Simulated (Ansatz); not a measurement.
# Band-structure calculation, with input and output: HfO₂ (part 1 of 2)

- system: HfO₂ (slab, 12 atoms in the cell)
- method: DFT PBE, scalar-relativistic, plane waves, PAW, no spin polarisation (Ansatz 0.2.0)

It belongs to a series of runs on one base structure; here: bands of the relaxed slab.

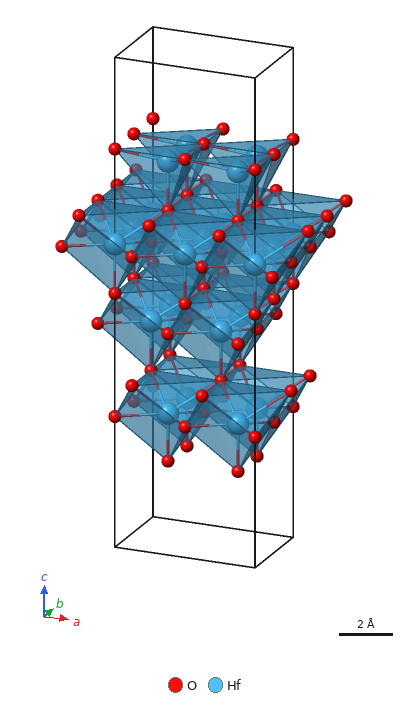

The structure as given in the input (polyhedral view of the 2 × 2 repeat of the cell, with the vacuum cut short, seen slightly off an axis; polyhedra are completed across the faces of the cell).

**The input**
```yaml
crystal:
  lattice:
    - [3.6045557009, 0.0, 0.0]
    - [-1.8022778505, 3.1216368064, 0.0]
    - [0.0, 0.0, 26.0366527709]
  atoms:
    - { symbol: O, position: [0.6666666667, 0.3333333333, 0.2697303696] }
    - { symbol: O, position: [0.0, 0.0, 0.3337127214] }
    - { symbol: Hf, position: [0.6666666667, 0.3333333333, 0.34113015] }
    - { symbol: O, position: [0.3333333333, 0.6666666667, 0.3926819099] }
    - { symbol: O, position: [0.6666666667, 0.3333333333, 0.4603371085] }
    - { symbol: Hf, position: [0.3333333333, 0.6666666667, 0.4666024864] }
    - { symbol: O, position: [0.0, 0.0, 0.5180757376] }
    - { symbol: O, position: [0.3333333333, 0.6666666667, 0.5855740333] }
    - { symbol: Hf, position: [0.0, 0.0, 0.591950865] }
    - { symbol: O, position: [0.6666666667, 0.3333333333, 0.6445788901] }
    - { symbol: O, position: [0.0, 0.0, 0.7339661798] }
    - { symbol: Hf, position: [0.6666666667, 0.3333333333, 0.7181780922] }
basis:
  ecutwfc: 420
kpoints:
  mp_grid: { grid: [9, 9, 1] }
  band_path:
    path:
      - [0.5, 0, 0]
      - [0, 0, 0]
      - [0.3333333333333, 0.3333333333333, 0]
      - [0.5, 0, 0]
    npoints: 12
hamiltonian:
  xc: pbe
scf:
  occupations: { method: gaussian, width: 0.05 }
  n_extra_bands: 30
output:
  forces: true
  eigenvalues: true
  populations: true
  fatbands: true
  write_density: true
  write_potential: true
  elf: true
  volumetric_format: npy
efield:
  axis: 3
  dipole_correction: true
  ramp_width: 0.04
```

Run on 2 threads of Arm Neoverse V1, 24 GiB of memory available, shared host.

Run as:
```bash
ansatz run input.yaml --threads 2 --pin off --max-ram 5632MiB --backend cpu --events-out ev --progress --plain --runs-dir out
```

**Log**
```
scf.n_extra_bands = 30 over 76 filled bands (N_el = 152.0): the run solves 106 bands
Engine: ansatz 0.2.0, aarch64-unknown-linux-gnu
Pseudopotentials: kind: paw
Pseudopotential: O, paw, valence charge 6, recommended cutoff 420 eV (normal), O.paw.azcp
Pseudopotential: Hf, paw, valence charge 26, recommended cutoff 420 eV (normal), Hf.paw.azcp
Functional definition: PBE
  parameter kappa = 0.804
  parameter beta = 0.06672455060314922
  exchange = pbe_x(kappa = kappa, mu = beta*pi^2/3)
  correlation = pbe_c(beta = beta)
Crystal: 12 atoms, lattice volume = 292.967 Å³
Basis set: ecut = 420 eV, 5631 PW (Γ), exchange–correlation on 50×50×360 points (8 copies of the dense FFT grid, shifted against one another)
Bands: 106, of which v1, the nominal top of the filled ones, is band 76 counted from 1 (75 counted from 0)
Symmetry: 6 space group operations
Space group: P3m1 (ITA 156), of the structure as read, at distance tolerance 6.6e-5 Å
k-points: 12 of 81 (time reversal used)
Non-local potential: O, projectors of the file, l = 0: 2, l = 1: 2, l = 2: 1
Non-local potential: Hf, projectors of the file, l = 0: 3, l = 1: 2, l = 2: 2, l = 3: 3
PAW form: soft (Blöchl's): semilocal exchange-correlation on the pseudo side does not see the compensation charge
PAW one-centre angular grid: O, 110 points (default); XC on 64 Gauss nodes
PAW one-centre angular grid: Hf, 590 points (default); XC on 64 Gauss nodes
Initial density: superposition of atomic densities (neutral atoms: chi_scale 0, normalization atom), corrected by the library's trained network
Initial wavefunctions: pseudopotential atomic-orbital guess
Functional: x = pbe(κ = 0.804, μ = 0.2195149727645171), c = pbe(β = 0.06672455060314922)
SCF iter   1: F=—  HF=-67439.373284 eV  |F-HF|=—  |Δ(HF+E_count)|=         —  Δρ=3.01e-2  dr2=4.93e1  ethr=1.77e-3  p=0.315 e·Å  D=1.95e-1 V/Å  ΔV_dip=-5.07 eV  dr2_dipole=4.25e1  V_vac-E_F(+/−)=4.40/9.47 eV  ⟨swp⟩=6.2  Hψ=4775  notcnv=0  defer=187
efield: sawtooth ramp at fractional position 0.9818 (placed from the atoms, in the widest stretch of the axis that holds none; the zero of the levels goes with the place), width 0.0400; the density the first Hamiltonian is built on has a dipole p = 0.315 e·Å; the dipole correction subtracts the counter field D = 1.95e-1 V/Å, which shifts the + side's vacuum level by -5.07 eV against the − side's; the planar-averaged density in the ramp window peaks in size at 5.3e-5 e/Å³
preconditioner: auto → Resta (q_TF=auto, 2.446 Å⁻¹)  ε∞=2.8  [insulator: Δε(μ)=0.802 eV  Ē_g=19.243 eV  σ=0.050 eV  W_gap=1.00  n_scr=86 (ndim 8)  ℏωp=26.0 eV  f_vac=0.469  D(μ)=0.00/eV (n_scr^D=0)  ε∞_Penn≈2.8  vacuum switching on, ρ_ref=2.7e-2 e/Å³]
SCF iter   2: F=—  HF=-67966.760037 eV  |F-HF|=—  |Δ(HF+E_count)|=    5.27e2  Δρ=8.63e-1  dr2=4.76e4  ethr=1.77e-3  p=2.596 e·Å  D=1.60e0 V/Å  ΔV_dip=-41.74 eV  dr2_dipole=5.09e4  V_vac-E_F(+/−)=-12.71/29.03 eV  ⟨swp⟩=24.3  Hψ=9092  notcnv=0  defer=336  recentre
preconditioner: auto → LDOS  [metal: Δε(μ)=0.040 eV  Ē_g=20.651 eV  σ=0.050 eV  W_gap=0.42  n_scr=86 (ndim 8)  ℏωp=24.7 eV  f_vac=0.474  D(μ)=9.66/eV (n_scr^D=86)  β→1.0]
SCF iter   3: F=—  HF=-67438.786890 eV  |F-HF|=—  |Δ(HF+E_count)|=    5.28e2  Δρ=2.26e-2  dr2=4.55e1  ethr=1.77e-3  p=0.349 e·Å  D=2.15e-1 V/Å  ΔV_dip=-5.61 eV  dr2_dipole=3.78e1  V_vac-E_F(+/−)=3.99/9.60 eV  ⟨swp⟩=9.5  Hψ=5681  notcnv=0  defer=280
SCF iter   4: F=—  HF=-67438.194277 eV  |F-HF|=—  |Δ(HF+E_count)|=   5.93e-1  Δρ=1.82e-2  dr2=3.99e0  ethr=1.77e-3  p=0.338 e·Å  D=2.09e-1 V/Å  ΔV_dip=-5.43 eV  dr2_dipole=2.50e-1  V_vac-E_F(+/−)=4.33/9.78 eV  ⟨swp⟩=3.9  Hψ=1595  notcnv=0  defer=283
SCF iter   5: F=—  HF=-67438.313699 eV  |F-HF|=—  |Δ(HF+E_count)|=   1.19e-1  Δρ=2.76e-2  dr2=3.91e1  ethr=1.77e-3  p=0.290 e·Å  D=1.79e-1 V/Å  ΔV_dip=-4.67 eV  dr2_dipole=3.53e1  V_vac-E_F(+/−)=5.21/9.91 eV  ⟨swp⟩=2.8  Hψ=1799  notcnv=0  defer=272  recentre
SCF iter   6: F=—  HF=-67438.288983 eV  |F-HF|=—  |Δ(HF+E_count)|=   2.47e-2  Δρ=3.62e-2  dr2=4.32e1  ethr=1.77e-3  p=0.289 e·Å  D=1.79e-1 V/Å  ΔV_dip=-4.66 eV  dr2_dipole=3.20e1  V_vac-E_F(+/−)=5.51/10.23 eV  ⟨swp⟩=4.3  Hψ=1672  notcnv=0  defer=293
SCF iter   7: F=—  HF=-67437.830350 eV  |F-HF|=—  |Δ(HF+E_count)|=   4.59e-1  Δρ=1.82e-2  dr2=8.31e0  ethr=1.77e-3  p=0.300 e·Å  D=1.86e-1 V/Å  ΔV_dip=-4.83 eV  dr2_dipole=5.19e0  V_vac-E_F(+/−)=5.10/9.98 eV  ⟨swp⟩=3.0  Hψ=1570  notcnv=0  defer=273
SCF iter   8: F=—  HF=-67437.786939 eV  |F-HF|=—  |Δ(HF+E_count)|=   4.34e-2  Δρ=8.15e-3  dr2=4.82e0  ethr=1.77e-3  p=0.326 e·Å  D=2.02e-1 V/Å  ΔV_dip=-5.25 eV  dr2_dipole=4.66e0  V_vac-E_F(+/−)=4.49/9.78 eV  ⟨swp⟩=2.7  Hψ=1195  notcnv=0  defer=275
SCF iter   9: F=—  HF=-67437.741849 eV  |F-HF|=—  |Δ(HF+E_count)|=   4.51e-2  Δρ=5.94e-3  dr2=2.77e0  ethr=1.77e-3  p=0.333 e·Å  D=2.05e-1 V/Å  ΔV_dip=-5.35 eV  dr2_dipole=2.77e0  V_vac-E_F(+/−)=4.38/9.77 eV  ⟨swp⟩=1.8  Hψ=1452  notcnv=0  defer=271
SCF iter  10: F=—  HF=-67437.775100 eV  |F-HF|=—  |Δ(HF+E_count)|=   3.33e-2  Δρ=1.25e-2  dr2=8.48e0  ethr=1.77e-3  p=0.361 e·Å  D=2.23e-1 V/Å  ΔV_dip=-5.81 eV  dr2_dipole=7.83e0  V_vac-E_F(+/−)=3.88/9.72 eV  ⟨swp⟩=1.4  Hψ=1055  notcnv=0  defer=270  recentre
SCF iter  11: F=—  HF=-67437.707216 eV  |F-HF|=—  |Δ(HF+E_count)|=   6.79e-2  Δρ=6.66e-3  dr2=2.47e0  ethr=1.77e-3  p=0.356 e·Å  D=2.20e-1 V/Å  ΔV_dip=-5.73 eV  dr2_dipole=2.51e0  V_vac-E_F(+/−)=4.00/9.77 eV  ⟨swp⟩=1.6  Hψ=1442  notcnv=0  defer=273
SCF iter  12: F=—  HF=-67437.682654 eV  |F-HF|=—  |Δ(HF+E_count)|=   2.46e-2  Δρ=4.46e-3  dr2=9.03e-1  ethr=1.62e-3  p=0.448 e·Å  D=2.77e-1 V/Å  ΔV_dip=-7.21 eV  dr2_dipole=7.19e-1  V_vac-E_F(+/−)=2.54/9.76 eV  ⟨swp⟩=4.0  Hψ=1567  notcnv=0  defer=274
SCF iter  13: F=—  HF=-67437.677314 eV  |F-HF|=—  |Δ(HF+E_count)|=   5.34e-3  Δρ=3.68e-3  dr2=5.48e-1  ethr=5.94e-4  p=0.451 e·Å  D=2.79e-1 V/Å  ΔV_dip=-7.26 eV  dr2_dipole=4.25e-1  V_vac-E_F(+/−)=2.45/9.71 eV  ⟨swp⟩=3.7  Hψ=1738  notcnv=0  defer=274
SCF iter  14: F=—  HF=-67437.673835 eV  |F-HF|=—  |Δ(HF+E_count)|=   3.48e-3  Δρ=1.26e-3  dr2=3.99e-2  ethr=3.61e-4  p=0.451 e·Å  D=2.78e-1 V/Å  ΔV_dip=-7.25 eV  dr2_dipole=2.72e-2  V_vac-E_F(+/−)=2.47/9.72 eV  ⟨swp⟩=2.8  Hψ=1154  notcnv=0  defer=273
SCF iter  15: F=—  HF=-67437.673434 eV  |F-HF|=—  |Δ(HF+E_count)|=   4.01e-4  Δρ=2.06e-3  dr2=1.64e-1  ethr=2.63e-5  p=0.452 e·Å  D=2.79e-1 V/Å  ΔV_dip=-7.27 eV  dr2_dipole=1.29e-1  V_vac-E_F(+/−)=2.46/9.73 eV  ⟨swp⟩=1.8  Hψ=1287  notcnv=0  defer=273
SCF iter  16: F=—  HF=-67437.672696 eV  |F-HF|=—  |Δ(HF+E_count)|=   7.38e-4  Δρ=1.11e-3  dr2=4.27e-2  ethr=2.63e-5  p=0.454 e·Å  D=2.80e-1 V/Å  ΔV_dip=-7.30 eV  dr2_dipole=3.35e-2  V_vac-E_F(+/−)=2.42/9.73 eV  ⟨swp⟩=1.8  Hψ=1133  notcnv=0  defer=270
SCF iter  17: F=—  HF=-67437.672448 eV  |F-HF|=—  |Δ(HF+E_count)|=   2.48e-4  Δρ=2.77e-4  dr2=3.14e-3  ethr=2.63e-5  p=0.456 e·Å  D=2.81e-1 V/Å  ΔV_dip=-7.33 eV  dr2_dipole=2.42e-3  V_vac-E_F(+/−)=2.39/9.72 eV  ⟨swp⟩=1.3  Hψ=1004  notcnv=0  defer=270
SCF iter  18: F=—  HF=-67437.672428 eV  |F-HF|=—  |Δ(HF+E_count)|=   1.97e-5  Δρ=1.26e-4  dr2=3.32e-4  ethr=2.06e-6  p=0.456 e·Å  D=2.82e-1 V/Å  ΔV_dip=-7.33 eV  dr2_dipole=2.37e-4  V_vac-E_F(+/−)=2.39/9.72 eV  ⟨swp⟩=1.7  Hψ=1163  notcnv=0  defer=270
SCF iter  19: F=—  HF=-67437.672436 eV  |F-HF|=—  |Δ(HF+E_count)|=   7.47e-6  Δρ=6.10e-5  dr2=1.95e-5  ethr=2.19e-7  p=0.456 e·Å  D=2.82e-1 V/Å  ΔV_dip=-7.33 eV  dr2_dipole=7.59e-6  V_vac-E_F(+/−)=2.39/9.72 eV  ⟨swp⟩=1.8  Hψ=1142  notcnv=0  defer=270
SCF iter  20: F=—  HF=-67437.672578 eV  |F-HF|=—  |Δ(HF+E_count)|=   1.43e-4  Δρ=4.89e-5  dr2=1.07e-5  ethr=1.29e-8  p=0.456 e·Å  D=2.81e-1 V/Å  ΔV_dip=-7.33 eV  dr2_dipole=1.92e-6  V_vac-E_F(+/−)=2.39/9.72 eV  ⟨swp⟩=2.3  Hψ=2117  notcnv=0  defer=270
SCF iter  21: F=—  HF=-67437.672579 eV  |F-HF|=—  |Δ(HF+E_count)|=   7.57e-7  Δρ=3.79e-5  dr2=5.86e-6  ethr=7.03e-9  p=0.456 e·Å  D=2.81e-1 V/Å  ΔV_dip=-7.33 eV  dr2_dipole=2.08e-7  V_vac-E_F(+/−)=2.39/9.72 eV  ⟨swp⟩=2.0  Hψ=1203  notcnv=0  defer=270
SCF iter  22: F=—  HF=-67437.672580 eV  |F-HF|=—  |Δ(HF+E_count)|=   1.38e-6  Δρ=2.92e-5  dr2=3.75e-6  ethr=3.86e-9  p=0.456 e·Å  D=2.81e-1 V/Å  ΔV_dip=-7.33 eV  dr2_dipole=9.79e-7  V_vac-E_F(+/−)=2.39/9.72 eV  ⟨swp⟩=2.0  Hψ=1222  notcnv=0  defer=270
SCF iter  23: F=—  HF=-67437.672582 eV  |F-HF|=—  |Δ(HF+E_count)|=   1.45e-6  Δρ=2.42e-5  dr2=2.06e-6  ethr=2.46e-9  p=0.456 e·Å  D=2.81e-1 V/Å  ΔV_dip=-7.33 eV  dr2_dipole=3.10e-10  V_vac-E_F(+/−)=2.39/9.72 eV  ⟨swp⟩=2.0  Hψ=1288  notcnv=0  defer=270
SCF iter  24: F=—  HF=-67437.672583 eV  |F-HF|=—  |Δ(HF+E_count)|=   1.18e-6  Δρ=1.43e-5  dr2=1.10e-6  ethr=1.36e-9  p=0.456 e·Å  D=2.82e-1 V/Å  ΔV_dip=-7.33 eV  dr2_dipole=3.00e-7  V_vac-E_F(+/−)=2.39/9.72 eV  ⟨swp⟩=2.0  Hψ=1502  notcnv=0  defer=270
SCF iter  25: F=—  HF=-67437.672584 eV  |F-HF|=—  |Δ(HF+E_count)|=   6.03e-7  Δρ=7.20e-6  dr2=4.13e-7  ethr=7.26e-10  p=0.456 e·Å  D=2.82e-1 V/Å  ΔV_dip=-7.33 eV  dr2_dipole=2.02e-7  V_vac-E_F(+/−)=2.39/9.72 eV  ⟨swp⟩=2.0  Hψ=1414  notcnv=0  defer=270
SCF iter  26: F=—  HF=-67437.672584 eV  |F-HF|=—  |Δ(HF+E_count)|=   1.38e-7  Δρ=4.80e-6  dr2=2.22e-7  ethr=2.72e-10  p=0.456 e·Å  D=2.82e-1 V/Å  ΔV_dip=-7.33 eV  dr2_dipole=1.31e-7  V_vac-E_F(+/−)=2.39/9.72 eV  ⟨swp⟩=2.0  Hψ=1254  notcnv=0  defer=273
SCF iter  27: F=-67437.672584 eV  HF=-67437.672584 eV  |F-HF|=2.08e-8  |Δ(HF+E_count)|=   1.28e-7  Δρ=2.41e-6  dr2=2.57e-8  ethr=6.58e-11  p=0.456 e·Å  D=2.82e-1 V/Å  ΔV_dip=-7.33 eV  dr2_dipole=6.01e-9  V_vac-E_F(+/−)=2.39/9.72 eV  ⟨swp⟩=23.0  Hψ=13532  notcnv=0
WARN: efield: at this solve's end the planar-averaged density reaches 2.09e-5 e/Å³ inside the ramp window [0.9434, 0.0603] (bound 1e-5 e/Å³); the window's nearer edge stands 5.45 Å from this solve's nearest atom along the axis. Its work functions, free energy, forces, stress, dipole, levels and responses can be off, and this figure does not tell by how much. A short vacuum, a low `basis.ecutwfc` or `basis.ecutrho_ratio` and negative occupations (`scf.occupations.method`) can put density there. See the manual's quickstart, § The vacuum guard
SCF 1 converged in 27 iterations: F = -67437.672584 eV  dr2 = 2.57e-8
  greatest PAW one-centre occupation: 0.999 electrons in one spin orbital (limit 2), on the Hf atom at site 8 (counted from 0), in its partial waves of l = 0
```

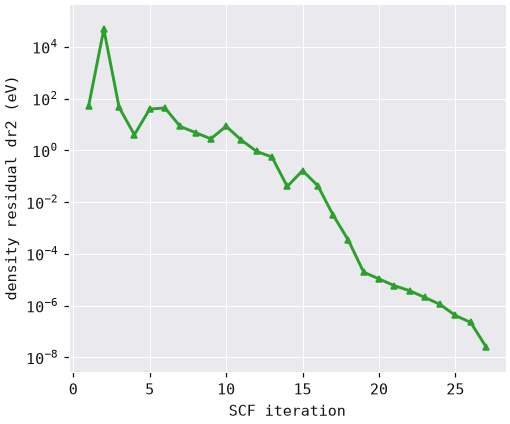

Convergence of the self-consistent field: density residual dr2 against the SCF iteration. The residual falls unevenly and jumps up by a factor of two or more 4 times on the way down.

```
NSCF: frozen V_eff on 37 k-points
efield: sawtooth ramp at fractional position 0.9818 (kept from the solve that this one continues, or follows in the run), width 0.0400; the density the first Hamiltonian is built on has a dipole p = 0.456 e·Å; the dipole correction subtracts the counter field D = 2.82e-1 V/Å, which shifts the + side's vacuum level by -7.33 eV against the − side's; the planar-averaged density in the ramp window peaks in size at 2.1e-5 e/Å³
WARN: The output density's exchange-correlation potential varies sharply where the density is thin. Do not read a vacuum level from v_tot or v_xc, or from such a field of the output density. On a cell that repeats whose density bears no net charge and no dipole along the vacuum's axis use v_es (v_loc + v_h of the components); under efield.dipole_correction with no amplitude use v_es + v_field, which holds any external_charges[].barrier, or the levels of the report's work_function block, which leave it out; under a non-zero efield.amplitude the vacuum is tilted and has no level; on a cell that repeats and bears such a dipole with no correction it is tilted too, and efield.dipole_correction with no amplitude gives each side of its ramp a level where efield: is served; in a cell that repeats whose density bears a net charge (total_charge, or a fill off its count) it is curved and has none; of a slab under crystal.periodic whose density bears no net charge use v_es, which has a level on each side, short of where the two are joined; of another it falls or rises all the way out and has none; of a slab beside external_charges read slab_vacuum_level instead, which it has where they leave it neutral. The grid or the basis barely resolves most such structure, and the values can differ between equally converged runs; as a rule a tighter scf.convergence.dr2_threshold does not remove it. Where the density itself ripples (under the LDA too) a higher basis.ecutwfc lessens it. The files hold the spikes' plane waves up to the density's cutoff. Files: v_tot_of_output_density and the like, and their columns of v_z.tsv (output.write_potential); v_xc_of_output_density and the like, and their columns of v_comp_z.tsv (output.write_potential_components). Measured: with its Gaussian average of σ = 0.25 Å subtracted twice, the exchange-correlation potential is over 0.1 eV at 12 of the grid points where the equally averaged density (valence and model cores) is under 1e-3 e/Å³, and 0.206 eV at the most among them, at an averaged density of 9.1e-4 e/Å³. The input density's (outcome.potential() and, of a run that writes arrays, v_tot and v_xc) is over 0.1 eV, so measured, at 94 points of its own thin density, 0.202 eV at the most. See output.write_potential in the manual, Limitations
SCF converged after 27 iterations
Free energy (F): -67437.672584 eV
Harris-Foulkes:  -67437.672584 eV  (|F-HF|=2.08e-8)
Internal energy: -67437.658003 eV  (E = F + TS)
E sigma→0 (E₀):  -67437.665293 eV
Entropy (-TS):   -0.014581 eV (-1.215 meV/atom)
Fermi energy:    4.611890 eV
Dipole field:    D = 0.281420 V/Å  (p = 0.455631 e·Å, saw-weighted, corrected)
Work function:   Φ+ = 2.3954 eV   Φ− = 9.7229 eV
```
